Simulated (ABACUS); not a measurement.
## Fe: geometry relaxation (part 2 of 4)

Fe (Im-3m, 1 atom in the cell); Kohn-Sham DFT of a periodic cell, SCAN, SG15 ONCV 1.2 PBE, spin-polarised (ABACUS 3.10.1); cutoff 1360.57 eV, 10×10×10 k-mesh, fermi-dirac of 0.05 eV, collinear spins. The structure derives from an entry of the Crystallography Open Database.

Geometry of the input (Å; fractional positions):
```
-1.4430  1.4430  1.4430
1.4430  -1.4430  1.4430
1.4430  1.4430  -1.4430
Fe 0.0000  0.0000  0.0000
```

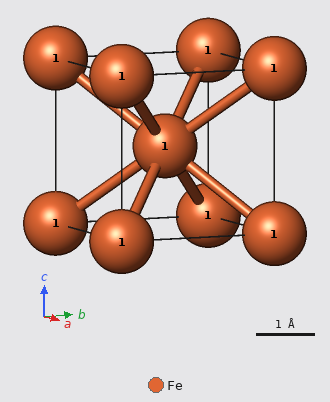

The structure as given in the input (ball-and-stick view of the cell 2 times as large as that of the calculation, set on its symmetry axes, seen slightly off an axis; atoms are numbered from 1 in the order of the input).

### Output, continued
```
----------------------------------------------------------
 E_KohnSham     -236.6545194956      -3219.8499225918
 E_Harris       -236.6555712097      -3219.8642318966
 E_Fermi        1.3347923544         18.1607816663
----------------------------------------------------------

 LCAO ALGORITHM --------------- ION=   1  ELEC=   7--------------------------------
          total magnetism (Bohr mag/cell) = 2.81099
       absolute magnetism (Bohr mag/cell) = 3.10187
                        nelec for spin up = 9.4055
                      nelec for spin down = 6.5945

 Density error is 0.00102085040305
----------------------------------------------------------
     Energy           Rydberg                 eV
----------------------------------------------------------
 E_KohnSham     -236.6545666294      -3219.8505638811
 E_Harris       -236.6547523147      -3219.8530902581
 E_Fermi        1.3322611679         18.1263431081
----------------------------------------------------------

 LCAO ALGORITHM --------------- ION=   1  ELEC=   8--------------------------------
          total magnetism (Bohr mag/cell) = 2.81066
       absolute magnetism (Bohr mag/cell) = 3.10993
                        nelec for spin up = 9.40533
                      nelec for spin down = 6.59467

 Density error is 0.000242581522185
----------------------------------------------------------
     Energy           Rydberg                 eV
----------------------------------------------------------
 E_KohnSham     -236.6546297885      -3219.8514232046
 E_Harris       -236.6574705082      -3219.8900731778
 E_Fermi        1.3331762006         18.1387927660
----------------------------------------------------------

 LCAO ALGORITHM --------------- ION=   1  ELEC=   9--------------------------------
          total magnetism (Bohr mag/cell) = 2.81059
       absolute magnetism (Bohr mag/cell) = 3.11035
                        nelec for spin up = 9.4053
                      nelec for spin down = 6.5947

 Density error is 9.30526539362e-05
----------------------------------------------------------
     Energy           Rydberg                 eV
----------------------------------------------------------
 E_KohnSham     -236.6546303289      -3219.8514305570
 E_Harris       -236.6553323771      -3219.8609824119
 E_Fermi        1.3331823536         18.1388764817
----------------------------------------------------------

 LCAO ALGORITHM --------------- ION=   1  ELEC=  10--------------------------------
          total magnetism (Bohr mag/cell) = 2.81057
       absolute magnetism (Bohr mag/cell) = 3.11089
                        nelec for spin up = 9.40528
                      nelec for spin down = 6.59472

 Density error is 9.56122322184e-05
----------------------------------------------------------
     Energy           Rydberg                 eV
----------------------------------------------------------
 E_KohnSham     -236.6546307889      -3219.8514368146
 E_Harris       -236.6547173888      -3219.8526150674
 E_Fermi        1.3332018781         18.1391421270
----------------------------------------------------------

 LCAO ALGORITHM --------------- ION=   1  ELEC=  11--------------------------------
          total magnetism (Bohr mag/cell) = 2.81059
       absolute magnetism (Bohr mag/cell) = 3.10997
                        nelec for spin up = 9.4053
                      nelec for spin down = 6.5947

 Density error is 3.87432223818e-05
----------------------------------------------------------
     Energy           Rydberg                 eV
----------------------------------------------------------
 E_KohnSham     -236.6546310307      -3219.8514401051
 E_Harris       -236.6544106776      -3219.8484420473
 E_Fermi        1.3330850435         18.1375525096
----------------------------------------------------------

 LCAO ALGORITHM --------------- ION=   1  ELEC=  12--------------------------------
          total magnetism (Bohr mag/cell) = 2.81058
       absolute magnetism (Bohr mag/cell) = 3.11009
                        nelec for spin up = 9.40529
                      nelec for spin down = 6.59471

 Density error is 9.67069381895e-06
----------------------------------------------------------
     Energy           Rydberg                 eV
----------------------------------------------------------
 E_KohnSham     -236.6546310278      -3219.8514400659
 E_Harris       -236.6547698352      -3219.8533286368
 E_Fermi        1.3330974993         18.1377219803
----------------------------------------------------------

 LCAO ALGORITHM --------------- ION=   1  ELEC=  13--------------------------------
          total magnetism (Bohr mag/cell) = 2.81058
       absolute magnetism (Bohr mag/cell) = 3.11004
                        nelec for spin up = 9.40529
                      nelec for spin down = 6.59471

 Density error is 2.72525490938e-06
----------------------------------------------------------
     Energy           Rydberg                 eV
----------------------------------------------------------
 E_KohnSham     -236.6546310297      -3219.8514400914
 E_Harris       -236.6545874587      -3219.8508472781
 E_Fermi        1.3330845439         18.1375457130
----------------------------------------------------------

 LCAO ALGORITHM --------------- ION=   1  ELEC=  14--------------------------------
          total magnetism (Bohr mag/cell) = 2.81058
       absolute magnetism (Bohr mag/cell) = 3.11004
                        nelec for spin up = 9.40529
                      nelec for spin down = 6.59471

 Density error is 5.0480239683e-07
----------------------------------------------------------
     Energy           Rydberg                 eV
----------------------------------------------------------
 E_KohnSham     -236.6546310301      -3219.8514400965
 E_Harris       -236.6546234357      -3219.8513367696
 E_Fermi        1.3330855122         18.1375588866
----------------------------------------------------------

 LCAO ALGORITHM --------------- ION=   1  ELEC=  15--------------------------------
          total magnetism (Bohr mag/cell) = 2.81058
       absolute magnetism (Bohr mag/cell) = 3.11004
                        nelec for spin up = 9.40529
                      nelec for spin down = 6.59471

 Density error is 2.96038389152e-07
----------------------------------------------------------
     Energy           Rydberg                 eV
----------------------------------------------------------
 E_KohnSham     -236.6546310306      -3219.8514401033
 E_Harris       -236.6546256632      -3219.8513670762
 E_Fermi        1.3330856259         18.1375604339
----------------------------------------------------------

 LCAO ALGORITHM --------------- ION=   1  ELEC=  16--------------------------------
          total magnetism (Bohr mag/cell) = 2.81058
       absolute magnetism (Bohr mag/cell) = 3.11003
                        nelec for spin up = 9.40529
                      nelec for spin down = 6.59471

 Density error is 7.67538949018e-08
----------------------------------------------------------
     Energy           Rydberg                 eV
----------------------------------------------------------
 E_KohnSham     -236.6546310307      -3219.8514401046
 E_KS(sigma->0) -236.6544886683      -3219.8495031652
 E_Harris       -236.6546279836      -3219.8513986477
 E_band         -18.1472486668       -246.9059848914
 E_one_elec     -97.8859521887       -1331.8067039216
 E_Hartree      57.1889334277        778.0953571598
 E_xc           -25.1310461501       -341.9254243427
 E_Ewald        -170.8262813948      -2324.2107951213
 E_entropy(-TS) -0.0002847247        -0.0038738789
 E_descf        0.0000000000         0.0000000000
 E_exx          0.0000000000         0.0000000000
 E_Fermi        1.3330856856         18.1375612463
----------------------------------------------------------

 charge density convergence is achieved
 final etot is -3219.8514401 eV
 EFERMI = 18.137561246 eV

 STATE ENERGY(eV) AND OCCUPATIONS    NSPIN == 2
SPIN UP :
[... levels at 94 further k points ...]

-------------------------------------------------
 Total Magnetism (uB)
-------------------------------------------------
                        Fe1         2.8105755301
-------------------------------------------------

 correction force for each atom along direction 1 is 2.11203e-14
 correction force for each atom along direction 2 is -5.52305e-14
 correction force for each atom along direction 3 is 1.93870e-14
------------------------------------------------------------------------------------------
 TOTAL-FORCE (eV/Angstrom)
------------------------------------------------------------------------------------------
                       Fe1         0.0000000000         0.0000000000         0.0000000000
------------------------------------------------------------------------------------------

----------------------------------------------------------------
 TOTAL-STRESS (KBAR)
----------------------------------------------------------------
         2.4470842912         0.0000000000        -0.0000000000
         0.0000000000         2.4470842912         0.0000000000
         0.0000000000        -0.0000000000         2.4470842912
----------------------------------------------------------------
 TOTAL-PRESSURE: 2.447084 KBAR

 Largest gradient in force is 0.000000 eV/A.
 Threshold is 0.005000 eV/A.

 Largest gradient in stress is 2.447084 kbar.
 Threshold is 0.200000 kbar.

 Relaxation is not converged yet!
CARTESIAN COORDINATES ( UNIT =       1.889726124600 Bohr ).
    atom                   x                   y                   z     mag                  vx                  vy                  vz
tauc_Fe1            0.0000000000        0.0000000000        0.0000000000  3.0000        0.0000000000        0.0000000000        0.0000000000

                          Volume (Bohr^3) = 81.330020
                             Volume (A^3) = 12.051851

 Lattice vectors: (Cartesian coordinate: in unit of a_0)
            -1.444324           +1.444324           +1.444324
            +1.444324           -1.444324           +1.444324
            +1.444324           +1.444324           -1.444324
 Reciprocal vectors: (Cartesian coordinate: in unit of 2 pi/a_0)
            +0.000000           +0.346183           +0.346183
            +0.346183           +0.000000           +0.346183
            +0.346183           +0.346183           +0.000000

 -------------------------------------------
 STEP OF RELAXATION : 2
 -------------------------------------------

[... set-up of the moved cell ...]

 LCAO ALGORITHM --------------- ION=   2  ELEC=   1--------------------------------
          total magnetism (Bohr mag/cell) = 2.810506
       absolute magnetism (Bohr mag/cell) = 3.112324
                        nelec for spin up = 9.405253
                      nelec for spin down = 6.594747

 Density error is 0.000296717225
----------------------------------------------------------
     Energy           Rydberg                 eV
----------------------------------------------------------
 E_KohnSham     -236.6546123701      -3219.8511862145
 E_Harris       -236.6495094348      -3219.7817572181
 E_Fermi        1.3288491343         18.0799200091
----------------------------------------------------------

[... 9 further cycles ...]
 LCAO ALGORITHM --------------- ION=   2  ELEC=  11--------------------------------
          total magnetism (Bohr mag/cell) = 2.810664
       absolute magnetism (Bohr mag/cell) = 3.112562
                        nelec for spin up = 9.405332
                      nelec for spin down = 6.594668

 Density error is 0.000000067009
----------------------------------------------------------
     Energy           Rydberg                 eV
----------------------------------------------------------
 E_KohnSham     -236.6546294997      -3219.8514192742
 E_KS(sigma->0) -236.6544865706      -3219.8494746251
 E_Harris       -236.6546205709      -3219.8512977929
 E_band         -18.2147990882       -247.8250555250
 E_one_elec     -98.1326116595       -1335.1626781907
 E_Hartree      57.2770688454        779.2945010354
 E_xc           -25.1291669425       -341.8998564110
 E_Ewald        -170.6696338850      -2322.0794964097
 E_entropy(-TS) -0.0002858580        -0.0038892981
 E_descf        0.0000000000         0.0000000000
 E_exx          0.0000000000         0.0000000000
 E_Fermi        1.3290497959         18.0826501497
----------------------------------------------------------

 charge density convergence is achieved
 final etot is -3219.85141927416 eV
 EFERMI = 18.08265014972 eV

 STATE ENERGY(eV) AND OCCUPATIONS    NSPIN == 2
SPIN UP :
[... levels at 94 further k points ...]

-------------------------------------------------
 Total Magnetism (uB)
-------------------------------------------------
                        Fe1         2.8106644028
-------------------------------------------------

 correction force for each atom along direction 1 is -0.000000
 correction force for each atom along direction 2 is -0.000000
 correction force for each atom along direction 3 is -0.000000
------------------------------------------------------------------------------------------
 TOTAL-FORCE (eV/Angstrom)
------------------------------------------------------------------------------------------
                       Fe1         0.0000000000         0.0000000000         0.0000000000
------------------------------------------------------------------------------------------

----------------------------------------------------------------
 TOTAL-STRESS (KBAR)
----------------------------------------------------------------
        -3.2568848474         0.0000000000        -0.0000000000
         0.0000000000        -3.2568848474         0.0000000000
        -0.0000000000         0.0000000000        -3.2568848474
----------------------------------------------------------------
 TOTAL-PRESSURE: -3.256885 KBAR

 Largest gradient in force is 0.000000 eV/A.
 Threshold is 0.005000 eV/A.

 Largest gradient in stress is 3.256885 kbar.
 Threshold is 0.200000 kbar.

 Relaxation is not converged yet!
CARTESIAN COORDINATES ( UNIT =       1.889726124600 Bohr ).
    atom                   x                   y                   z     mag                  vx                  vy                  vz
tauc_Fe1            0.0000000000        0.0000000000        0.0000000000  3.0000        0.0000000000        0.0000000000        0.0000000000

                          Volume (Bohr^3) = 81.172828
                             Volume (A^3) = 12.028558
```
